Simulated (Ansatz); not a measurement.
Zr9O16 (charge +1): geometry relaxation (part 2 of 3)

The same run, continued: Zr9O16 (defect cell, 25 atoms in the cell, total charge +1); DFT PBE, scalar-relativistic, plane waves, PAW, spin-polarised (Ansatz 0.2.0); cutoff 420 eV, 2×2×2 k-mesh, Gaussian smearing of 0.01 eV, collinear spins. The structure derives from a Materials Project entry. It belongs to a series of runs on one base structure; here: Zr interstitial, charge +1, atoms relaxed at the host's cell.

Log, continued
```
SCF iter   1: F=—  HF=-46786.870282 eV  |F-HF|=—  |Δ(HF+E_count)|=         —  Δρ=1.41e-3 (↑1.41e-3 ↓1.38e-3)  dr2=1.17e-2  dr2_m=1.13e-4  M=1.000 μB ∫|m|=1.037 μB  β_m=0.65  ethr=6.06e-5  ⟨swp⟩=3.2  Hψ=3773  notcnv=0  defer=324
preconditioner: auto → Resta (q_TF=auto, 2.605 Å⁻¹)  ε∞=4.2  [insulator: Δε(μ)=0.080 eV  Ē_g=17.192 eV  σ=0.010 eV  W_gap=1.00  n_scr=64 (ndim 8)  ℏωp=30.9 eV  f_vac=0.025  D(μ)=0.00/eV (n_scr^D=0)  ε∞_Penn≈4.2]
spin=Collinear: Resta preconditioning applied to the charge; magnetization (m = ρ↑ − ρ↓) channel mixes plain (no charge-response kernel on spin).
SCF iter   2: F=—  HF=-46786.870521 eV  |F-HF|=—  |Δ(HF+E_count)|=   2.39e-4  Δρ=6.77e-4 (↑6.77e-4 ↓6.68e-4)  dr2=2.88e-3  dr2_m=2.10e-5  M=1.000 μB ∫|m|=1.037 μB  β_m=0.65  ethr=5.75e-6  ⟨swp⟩=1.0  Hψ=2368  notcnv=0  defer=324
SCF iter   3: F=—  HF=-46786.870872 eV  |F-HF|=—  |Δ(HF+E_count)|=   3.51e-4  Δρ=9.32e-5 (↑9.28e-5 ↓9.32e-5)  dr2=5.69e-5  dr2_m=1.05e-7  M=1.000 μB ∫|m|=1.037 μB  β_m=0.69  ethr=1.42e-6  ⟨swp⟩=2.0  Hψ=2912  notcnv=0  defer=324
SCF iter   4: F=—  HF=-46786.870897 eV  |F-HF|=—  |Δ(HF+E_count)|=   2.47e-5  Δρ=4.00e-5 (↑3.96e-5 ↓4.00e-5)  dr2=1.01e-5  dr2_m=3.88e-8  M=1.000 μB ∫|m|=1.037 μB  β_m=0.71  ethr=2.80e-8  ⟨swp⟩=2.0  Hψ=3093  notcnv=0  defer=324
SCF iter   5: F=—  HF=-46786.870906 eV  |F-HF|=—  |Δ(HF+E_count)|=   9.41e-6  Δρ=1.52e-5 (↑1.52e-5 ↓1.52e-5)  dr2=2.09e-6  dr2_m=5.20e-9  M=1.000 μB ∫|m|=1.037 μB  β_m=0.74  ethr=4.99e-9  ⟨swp⟩=2.0  Hψ=3092  notcnv=0  defer=324
SCF iter   6: F=—  HF=-46786.870908 eV  |F-HF|=—  |Δ(HF+E_count)|=   2.42e-6  Δρ=6.84e-6 (↑6.84e-6 ↓6.71e-6)  dr2=6.03e-7  dr2_m=9.66e-10  M=1.000 μB ∫|m|=1.037 μB  β_m=0.78  ethr=1.03e-9  ⟨swp⟩=2.0  Hψ=3090  notcnv=0  defer=324
SCF iter   7: F=—  HF=-46786.870909 eV  |F-HF|=—  |Δ(HF+E_count)|=   3.61e-7  Δρ=2.95e-6 (↑2.95e-6 ↓2.90e-6)  dr2=1.16e-7  dr2_m=1.21e-10  M=1.000 μB ∫|m|=1.037 μB  β_m=0.82  ethr=2.97e-10  ⟨swp⟩=2.0  Hψ=2912  notcnv=0  defer=324
SCF iter   8: F=-46786.870909 eV  HF=-46786.870909 eV  |F-HF|=6.39e-9  |Δ(HF+E_count)|=   4.40e-8  Δρ=1.19e-6 (↑1.19e-6 ↓1.13e-6)  dr2=1.84e-8  dr2_m=1.49e-11  M=1.000 μB ∫|m|=1.037 μB  ethr=4.93e-11  ⟨swp⟩=13.1  Hψ=15154  notcnv=0
SCF 4 converged in 8 iterations: F = -46786.870909 eV  dr2 = 1.84e-8
relax step   4: F+E_penalty+E_count = -46786.87090883 eV  Δ(F+E_penalty+E_count) = -2.500e-3 eV  max|allowed force component| = 6.922e-3 eV/Å  Δτ_max = 0.0288 Å  (8 SCF iters, accepted)
```

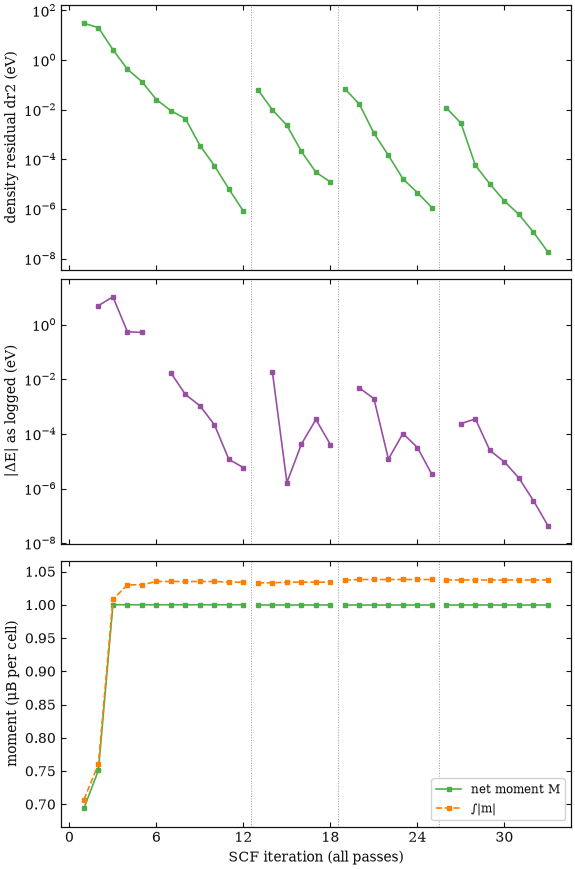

Fig. 1: Convergence of the self-consistent field: density residual dr2, size of the energy change and magnetic moment against the SCF iteration. The dotted lines part the SCF passes of the relaxation: geometry steps, rejected trials and re-solves on a re-selected basis. The passes take 12, 6, 7 and 8 iterations. The net moment goes from 0.7 to 1.0 μB per cell.

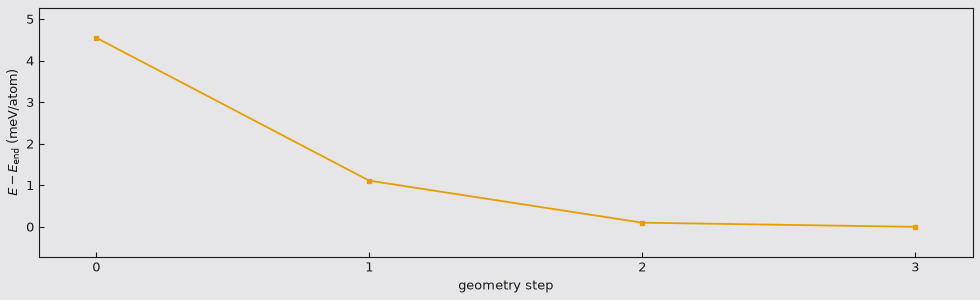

Fig. 2: Progress of the relaxation, step by step (the first geometry is step 0 here and step 1 in the log).

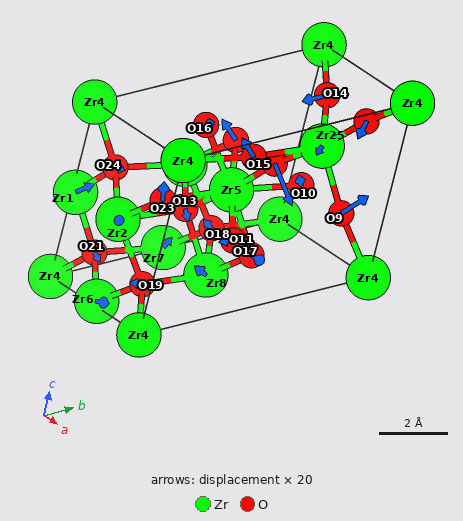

Fig. 3: The starting structure with the displacements as blue arrows, magnified 20 times (ball-and-stick view of the cell of the calculation, seen slightly off an axis). O20 moves most: 0.071 Å. By element the largest moves are O 0.071 Å, Zr 0.032 Å. The lattice vectors keep their values. Among the contacts that change: Zr6–O14 2.176 → 2.253 Å, Zr8–O20 2.159 → 2.232 Å, Zr1–O11 2.242 → 2.191 Å, Zr1–O22 2.182 → 2.232 Å. Among the angles that change: Zr5–O20–Zr25 172.5° → 175.8°, Zr5–O20–Zr8 112.0° → 109.0°, Zr2–O20–Zr3 106.7° → 109.5°. Over 3 geometry steps the energy falls by 4.5 meV per atom. Largest force component: 1 eV/Å at the start, 0.0069 eV/Å at the end. (Atoms are counted from 1 in the order of the input.)

```
SCF converged after 8 iterations
Magnetization: 1.0000 μB (102.0000 up, 101.0000 down)
Absolute magnetization: 1.0402 μB (∫|ρ↑−ρ↓|, with the PAW one-centre terms)
Spin contamination: 0.0031 ħ² per cell (⟨S²⟩ above its minimum at these occupations)
Per-site moments (μB) at R_I (Å): [(0.03070716652667812, 0.8591310278920516), (0.03186306053724703, 0.8736556637570222), (0.031179921619628608, 0.8651088045507768), (0.00014057281951914641, 0.9108035485171467), (0.00019245257269114979, 0.9107096611018051), (0.03120847973987782, 0.8651341415133494), (0.03186418909368293, 0.8736368066194905), (0.030731725344897147, 0.8591486608291943), (0.005335843488900587, 0.9133767812569548), (0.011116167969828616, 0.8651341415133494), (0.011114721941085605, 0.8651694088804501), (0.005334089375673889, 0.9133409250859563), (0.011116485099010294, 0.8651088045507768), (0.005333220467981184, 0.9134147951121824), (0.005340355460348653, 0.9134426266360334), (0.011117181059433321, 0.8651692303245805), (0.00533874454026605, 0.9133846768366629), (0.011104445696578324, 0.8591686320353286), (0.01110428139693998, 0.8591486608291943), (0.005335155625326818, 0.9134113882206754), (0.011105382180566288, 0.8591451867475297), (0.005346107600338942, 0.9133854353969889), (0.005343239723100137, 0.9134049996714246), (0.011103065063000813, 0.8591310278920516), (0.20486097764464287, 0.9153565898669236)]
Free energy (F): -46786.870909 eV
Harris-Foulkes:  -46786.870909 eV  (|F-HF|=6.39e-9)
Internal energy: -46786.870909 eV  (E = F + TS)
E sigma→0 (E₀):  -46786.870909 eV
Fermi energy:    15.350901 eV
--- Per-component energies (eV) ---
  E_band       = -374.557562
  E_kinetic    = 5854.878939
  E_local      = -9500.207926  (includes V_loc(G=0)·N_el)
  E_nonlocal   = 1453.105428
  E_hartree    = 3177.991885
  E_xc         = -2658.451360
  E_vxc        = -3256.085332  (∫ρ·V_xc dr)
  E_paw        = -29106.914364  (= ΣΔE_a)
  E_vpaw       = -1282.275961  (= ΣTr[D̂ρ^β])
  E_aug_tail   = 0.039925  (compensation charges beyond the density's cutoff)
  E_ewald      = -16007.313436
  E_smearing   = -0.000000  (= −TS)
  E_closure    = -0.000000  (closes the sum)
  E_deformation_potential = 23.253401  (in the stress; not in F)
  Σ components = -46786.870909   (vs F -46786.870909, Δ=0.00e0)
--- Forces (eV/Å), atoms counted from 1 ---
  atom   1  Zr    -0.00310804    -0.00076620    -0.00052981
  atom   2  Zr    -0.00016814    -0.00504073     0.00121119
  atom   3  Zr     0.00034445     0.00030636    -0.00488183
  atom   4  Zr    -0.00151260     0.00035760     0.00070411
  atom   5  Zr     0.00080210    -0.00007782     0.00012928
  atom   6  Zr     0.00023178    -0.00173744     0.00692429
  atom   7  Zr     0.00019933     0.00495182    -0.00147541
  atom   8  Zr     0.00463805    -0.00004177     0.00025994
  atom   9  O     -0.00025835    -0.00345896    -0.00324815
  atom  10  O     -0.00108373     0.00268923    -0.00270939
  atom  11  O     -0.00086309    -0.00082969     0.00199014
  atom  12  O      0.00027094     0.00207933     0.00351948
  atom  13  O      0.00010644     0.00208619     0.00152452
  atom  14  O      0.00162371    -0.00316168     0.00272860
  atom  15  O      0.00107971     0.00222832    -0.00342103
  atom  16  O      0.00018381    -0.00026313    -0.00123585
  atom  17  O      0.00482634     0.00293590     0.00171548
  atom  18  O     -0.00400501    -0.00265493     0.00159854
  atom  19  O     -0.00383442     0.00269740    -0.00222251
  atom  20  O      0.00506740    -0.00250695    -0.00160975
  atom  21  O      0.00305427    -0.00196525    -0.00207246
  atom  22  O     -0.00537409     0.00290845    -0.00141713
  atom  23  O     -0.00583556    -0.00241456     0.00198005
  atom  24  O      0.00365865     0.00282628     0.00184259
  atom  25  Zr    -0.00004887    -0.00115716    -0.00125908
  max |Σ_I F_I| component: 4.58e-5 eV/Å
--- Charged-cell corrections in eV (Makov–Payne, q = +1.000 e, ε = 48.321) ---
  F (periodic)     = -46786.870909  (uncorrected; the corrections below are reported, never added to it)
  E_corr1          = +0.066768  (monopole, q²α_M/2εL)
  F Makov-Payne    = -46786.804141  (F + E_corr1; no measured alignment; for a localised charge, not one spread in a band: unchecked)
  no potential alignment in this run, which stands beside a crystal: run the host's input off ansatz write-host-input, and read the two finished runs by ansatz place-levels (neither reads a slab, a wire or a sheet, whose cell leaves a vacuum)
--- Band table (eV; the first three rows and the last of 16) ---
  k-point 0 ↑: bands = ["-34.9430", "-34.9414", "-34.4255", "-34.3799", "-34.3621", "-34.3501", "-34.3401", "-34.3268", "-32.9245", "-13.4251", "-13.4219", "-13.4180", "-13.2516", "-13.2495", "-13.2477", "-13.1044", "-12.9558", "-12.9518", "-12.9468", "-12.6495", "-12.6463", "-12.6432", "-12.4744", "-12.4663", "-12.4554", "-12.4527", "-12.4395", "-12.4356", "-12.4352", "-12.4341", "-12.3438", "-12.3349", "-12.3297", "-11.0979", "-11.0936", "-11.0885", "-5.0563", "-4.2447", "-3.9480", "-3.9474", "-3.9469", "-3.8406", "-3.8350", "-3.8303", "-2.9969", "-2.9945", "-2.9925", "-2.9400", "-2.8346", "-2.8331", "-2.8319", "-2.6166", "7.1957", "7.2443", "7.2650", "7.6916", "7.6966", "7.7007", "8.9035", "8.9110", "8.9219", "8.9602", "8.9635", "8.9754", "8.9890", "9.0047", "9.9985", "10.0010", "10.0072", "10.0216", "10.0239", "10.0241", "10.1890", "10.3605", "10.3863", "10.4062", "10.5442", "10.5525", "10.5591", "10.6033", "10.7340", "10.7530", "10.7777", "10.9344", "10.9987", "11.3893", "11.4183", "11.4412", "11.5533", "11.5565", "11.5595", "11.7773", "11.7928", "11.8040", "12.4724", "12.4727", "12.4735", "12.5692", "13.0174", "13.0245", "14.7144", "14.8366", "16.6028", "17.1417", "17.1668", "17.1827", "17.1907", "17.2010", "17.2386", "17.2444", "17.5117", "17.5221", "17.5230", "17.5404", "17.5624", "18.2978", "18.6492", "18.6545", "18.6611", "19.2469", "19.2522", "19.2586", "19.6810", "19.7260", "20.1803", "20.1976", "20.2293", "20.4626"]
  k-point 1 ↑: bands = ["-34.9423", "-34.9414", "-34.3982", "-34.3979", "-34.3647", "-34.3536", "-34.3414", "-34.3303", "-32.9237", "-13.3712", "-13.2403", "-13.2390", "-13.2061", "-13.2048", "-13.0701", "-13.0586", "-12.9917", "-12.9402", "-12.9301", "-12.8026", "-12.7646", "-12.7546", "-12.6557", "-12.6551", "-12.5385", "-12.5113", "-12.5036", "-12.4331", "-12.3949", "-12.3878", "-12.3772", "-12.3667", "-12.3580", "-11.1557", "-11.0118", "-11.0066", "-4.3733", "-4.2977", "-3.8633", "-3.7254", "-3.7125", "-3.6928", "-3.5727", "-3.5691", "-3.2532", "-3.2400", "-3.2328", "-3.2007", "-3.0859", "-3.0818", "-3.0067", "-2.8352", "8.1204", "8.1395", "8.2083", "8.2396", "8.2451", "8.2596", "8.3255", "8.3342", "8.4102", "8.4201", "8.9315", "9.0777", "9.1342", "9.1413", "9.3000", "9.3333", "9.3649", "9.3653", "9.4139", "9.4274", "9.5110", "9.6299", "9.8322", "9.8407", "10.7908", "10.7920", "11.1009", "11.1178", "11.1720", "11.2707", "11.2830", "11.3823", "11.4351", "11.4428", "11.6618", "11.6947", "11.7160", "11.7487", "11.7826", "11.8350", "11.8463", "11.8609", "11.9824", "11.9946", "12.1565", "12.1818", "12.3347", "12.3430", "15.0609", "15.0933", "16.5628", "17.0718", "17.0885", "17.4010", "17.4218", "17.4514", "17.4622", "17.6610", "17.6690", "17.7401", "17.8870", "18.0069", "18.0251", "18.0463", "18.9676", "18.9706", "19.2661", "19.2737", "19.5083", "19.6886", "19.9824", "20.0151", "20.2559", "20.2628", "20.3758", "20.4669"]
  k-point 2 ↑: bands = ["-34.9423", "-34.9414", "-34.3982", "-34.3979", "-34.3647", "-34.3536", "-34.3414", "-34.3303", "-32.9237", "-13.3713", "-13.2403", "-13.2390", "-13.2061", "-13.2048", "-13.0701", "-13.0586", "-12.9918", "-12.9402", "-12.9301", "-12.8026", "-12.7646", "-12.7546", "-12.6556", "-12.6551", "-12.5385", "-12.5113", "-12.5036", "-12.4331", "-12.3949", "-12.3878", "-12.3772", "-12.3667", "-12.3581", "-11.1557", "-11.0118", "-11.0066", "-4.3733", "-4.2976", "-3.8634", "-3.7255", "-3.7123", "-3.6930", "-3.5728", "-3.5688", "-3.2530", "-3.2398", "-3.2331", "-3.2008", "-3.0861", "-3.0817", "-3.0064", "-2.8354", "8.1204", "8.1393", "8.2083", "8.2397", "8.2450", "8.2596", "8.3255", "8.3341", "8.4102", "8.4201", "8.9316", "9.0777", "9.1343", "9.1414", "9.2999", "9.3335", "9.3646", "9.3652", "9.4140", "9.4277", "9.5111", "9.6297", "9.8321", "9.8407", "10.7904", "10.7920", "11.1010", "11.1179", "11.1720", "11.2706", "11.2832", "11.3823", "11.4352", "11.4429", "11.6620", "11.6947", "11.7160", "11.7486", "11.7825", "11.8351", "11.8463", "11.8606", "11.9824", "11.9947", "12.1562", "12.1820", "12.3345", "12.3430", "15.0609", "15.0931", "16.5628", "17.0718", "17.0886", "17.4010", "17.4219", "17.4512", "17.4622", "17.6609", "17.6690", "17.7402", "17.8871", "18.0068", "18.0251", "18.0463", "18.9675", "18.9705", "19.2662", "19.2737", "19.5086", "19.6886", "19.9825", "20.0149", "20.2561", "20.2628", "20.3755", "20.4670"]
```
